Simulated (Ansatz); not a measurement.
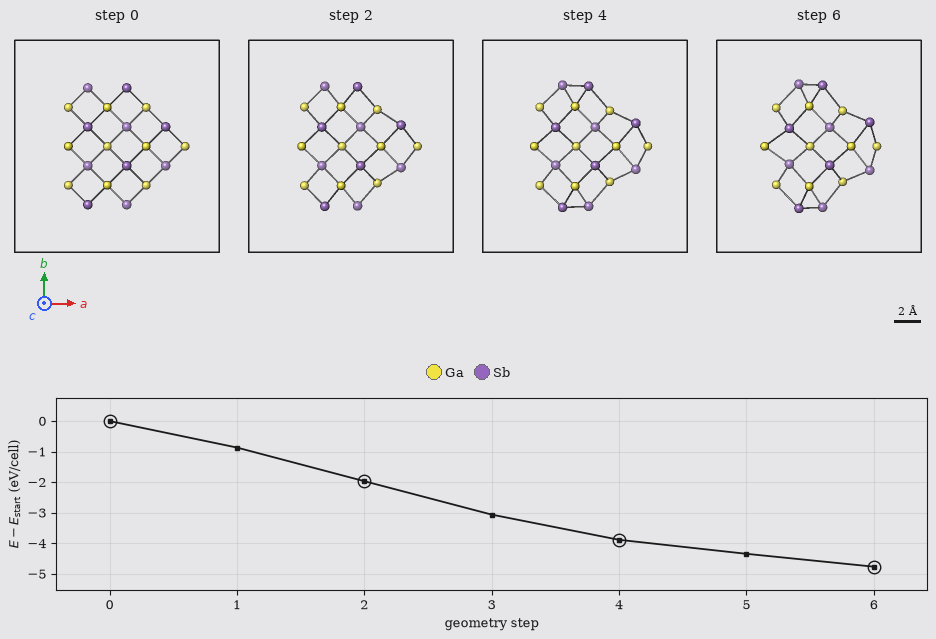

Frames of a relaxation of a wire of composition GaSb, marked on the history of the run. The picture is a ball-and-stick view of the cell of the calculation, with the vacuum cut short, seen along the c axis.

Case: wire along [0 0 1], 20 atoms a period.

The calculation used Ansatz 0.2.0, DFT PBE, scalar-relativistic, plane waves, PAW. Settings: plane-wave cutoff 420 eV; k-point mesh 1 × 1 × 9; occupations gaussian; smearing width 0.05 eV; collinear spin; cell relaxed at fixed a, b, alpha, beta, gamma; force threshold 0.02 eV/Å; at most 45 steps.

Describe the path.

Answer. The run was cut off at its time limit before the relaxation converged, so the last structure is only a point on the way. The largest moves relative to the layer's centre, 0.90 Å, are those of Sb atoms. By element the largest moves are Sb 0.90 Å, Ga 0.82 Å. Along the periodic axis the drawn cell goes c 6.214 → 5.993 Å (−3.5 %). Near-neighbour distances that change, for instance: Sb–Sb 4.394 → 2.807 Å, Ga–Sb 2.691 → 2.788 Å, Ga–Sb 2.691 → 2.762 Å, Ga–Sb 2.691 → 2.637 Å. New bonds form: Sb–Sb (4.39 → 2.81 Å). Bond angles that change, for instance: Sb–Ga–Sb 109.5° → 155.6°, Ga–Sb–Ga 109.5° → 84.7°, Ga–Sb–Ga 109.5° → 86.0°. After 6 geometry steps the energy has fallen by 4.763 eV per cell of the calculation. Largest force component: 0.58 eV/Å at the start, 0.69 eV/Å at the end. The program noted that the starting moments weren't kept. Cost: 45 min on 4 threads of Arm Neoverse V2, with other jobs on the host, peak memory 7.5 GiB. From step 0 to 2: Ga atoms move most (0.38 Å), energy −1.966 eV per cell of the calculation. From step 2 to 4: Sb atoms move most (0.39 Å), energy −1.918 eV per cell of the calculation. From step 4 to 6: a Ga atom moves most (0.40 Å), energy −0.879 eV per cell of the calculation.
